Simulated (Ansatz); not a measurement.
## Zn: 5 runs along one coordinate

System: Zn (2 atoms in the cell).
Method: DFT, revPBE, plane waves (420 eV) with PAW, scalar-relativistic, no spin polarisation (Ansatz 0.2.0).

The 5 runs differ only in the geometry, by an even scaling of the cell at fixed fractional positions.

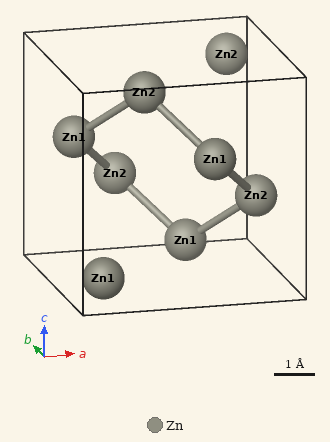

Figure 1. The structure of run 3 (ball-and-stick view of the cell 4 times as large as that of the calculation, set on its symmetry axes, seen slightly off an axis; atoms are numbered from 1 in the order of the input).

### Input of run 3
```yaml
crystal:
  lattice:
    - [0.0, 2.9253948336, 2.9253948336]
    - [2.9253948336, 0.0, 2.9253948336]
    - [2.9253948336, 2.9253948336, 0.0]
  atoms:
    - { symbol: Zn, position: [0.125, 0.125, 0.125] }
    - { symbol: Zn, position: [0.875, 0.875, 0.875] }
hamiltonian:
  xc: revpbe
  pseudopotentials:
    kind: paw
    azcp:
      Zn: "pseudopotentials/Zn.paw.azcp"
basis:
  ecutwfc: 420
  fft_grid_basis: typed
kpoints:
  mp_grid: { grid: [10, 10, 10], shift: [0, 0, 0] }
magnetization:
  spin_polarized: false
scf:
  occupations: { method: fermi_dirac, width: 0.1 }
  lower_state_search: "off"
output:
  stress: true
```

Run 4 differs from it as follows:
```diff
-    - [0.0, 2.9253948336, 2.9253948336]
-    - [2.9253948336, 0.0, 2.9253948336]
-    - [2.9253948336, 2.9253948336, 0.0]
+    - [0.0, 3.004497582, 3.004497582]
+    - [3.004497582, 0.0, 3.004497582]
+    - [3.004497582, 3.004497582, 0.0]
```

### Results, with one run withheld

```tsv
run	volume per atom (Å³)	free energy per atom, from the lowest run given (meV)	pressure (GPa)
1	22.949	28.43	3.68
2	23.992	9.79	2.12
3	25.035	0.00	0.94
4	27.122	?	?
5	28.165	5.68	−1.24
```

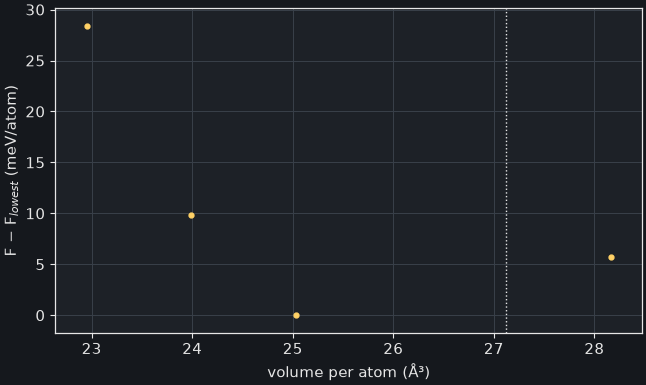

Figure 2. Free energy per atom of the runs given; the dotted line marks run 4.

What should run 4 give?

A quadratic polynomial in V^(−2/3) (the Birch–Murnaghan form), fitted to the 4 runs given, misses them by at most 0.17 meV per atom. With x = V^(−2/3) − 0.11723 Å⁻², it reads F = 0.67424 + 2216.1 x + 3.0003e+05 x² (meV per atom). At run 4 it gives −1.13 meV per atom, and the run itself gives −0.68. The slope of the fit gives a pressure −dF/dV of −0.72 GPa there, and the run prints −0.69 GPa. The fit has its minimum at 26.139 Å³ per atom, where V d²F/dV² gives 21.1 GPa: the bulk modulus at this level, since symmetry fixes the shape and the positions.

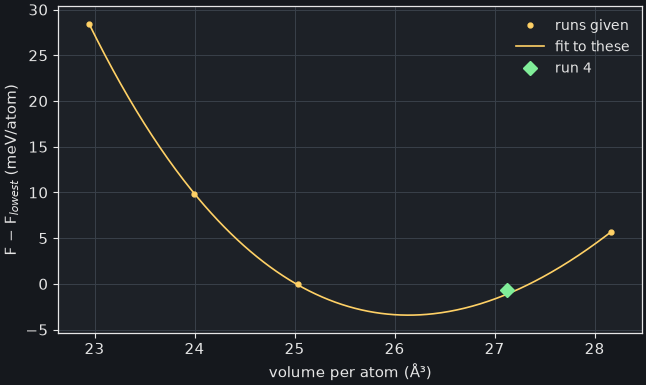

Figure 3. The fit and the withheld run.

### Output, shortened to warnings, some set-up lines, iterations and results (run 4)
```
Basis set: ecut = 420 eV, 1067 PW (Γ)
Symmetry: 48 space group operations
k-points: 47 of 1000
Initial density: superposition of atomic densities (neutral atoms: chi_scale 0, normalization atom), corrected by the library's trained network
[...]
SCF iter   1: F=—  HF=-6644.928207 eV  |F-HF|=—  |Δ(HF+E_count)|=         —  Δρ=4.49e-3  dr2=5.33e-3  ethr=1.77e-3  ⟨swp⟩=5.4  Hψ=3621  notcnv=0
SCF iter   2: F=—  HF=-6644.937572 eV  |F-HF|=—  |Δ(HF+E_count)|=   9.37e-3  Δρ=8.60e-3  dr2=2.23e-2  ethr=2.22e-5  ⟨swp⟩=2.0  Hψ=1876  notcnv=0  defer=2
SCF iter   3: F=—  HF=-6644.926554 eV  |F-HF|=—  |Δ(HF+E_count)|=   1.10e-2  Δρ=5.27e-4  dr2=8.88e-5  ethr=2.22e-5  ⟨swp⟩=2.0  Hψ=1495  notcnv=0  defer=2
SCF iter   4: F=—  HF=-6644.926559 eV  |F-HF|=—  |Δ(HF+E_count)|=   4.96e-6  Δρ=3.53e-4  dr2=4.09e-5  ethr=3.70e-7  ⟨swp⟩=1.0  Hψ=1096  notcnv=0
SCF iter   5: F=—  HF=-6644.926554 eV  |F-HF|=—  |Δ(HF+E_count)|=   4.78e-6  Δρ=1.14e-4  dr2=3.94e-6  ethr=1.70e-7  ⟨swp⟩=2.0  Hψ=1311  notcnv=0
SCF iter   6: F=—  HF=-6644.926553 eV  |F-HF|=—  |Δ(HF+E_count)|=   1.09e-6  Δρ=2.59e-5  dr2=2.12e-7  ethr=1.64e-8  ⟨swp⟩=2.3  Hψ=1204  notcnv=0
SCF iter   7: F=-6644.926553 eV  HF=-6644.926553 eV  |F-HF|=3.46e-10  |Δ(HF+E_count)|=   6.27e-8  Δρ=1.35e-6  dr2=7.19e-10  ethr=4.17e-10  ⟨swp⟩=4.2  Hψ=2664  notcnv=0
SCF 1 converged in 7 iterations: F = -6644.926553 eV  dr2 = 7.19e-10
SCF converged after 7 iterations
Free energy (F): -6644.926553 eV
Harris-Foulkes:  -6644.926553 eV  (|F-HF|=3.46e-10)
Internal energy: -6644.889934 eV  (E = F + TS)
E sigma→0 (E₀):  -6644.908244 eV
Entropy (-TS):   -0.036619 eV (-18.310 meV/atom)
Fermi energy:    4.535472 eV
--- Per-component energies (eV) ---
  E_band       = -45.664063
  E_kinetic    = 258.607906
  E_local      = -4029.680321  (includes V_loc(G=0)·N_el)
  E_nonlocal   = 1221.923805
  E_hartree    = 1693.673839
  E_xc         = -272.983603
  E_vxc        = -100.060615  (∫ρ·V_xc dr)
  E_paw        = -3657.472200  (= ΣΔE_a)
  E_vpaw       = -783.802859  (= ΣTr[D̂ρ^β])
  E_aug_tail   = -0.000750  (compensation charges beyond the density's cutoff)
  E_ewald      = -1858.844801
  E_core_change = -0.113808  (= ΣΔE_core)
  E_smearing   = -0.036619  (= −TS)
  E_closure    = 0.000000  (closes the sum)
  Σ components = -6644.926553   (vs F -6644.926553, Δ=0.00e0)
--- Stress (GPa, compression-positive) ---
       -0.692987      -0.000000       0.000000
        0.000000      -0.692987       0.000000
        0.000000      -0.000000      -0.692987
  P = ⅓ Tr σ = -0.6930 GPa (-6.930 kbar)
```
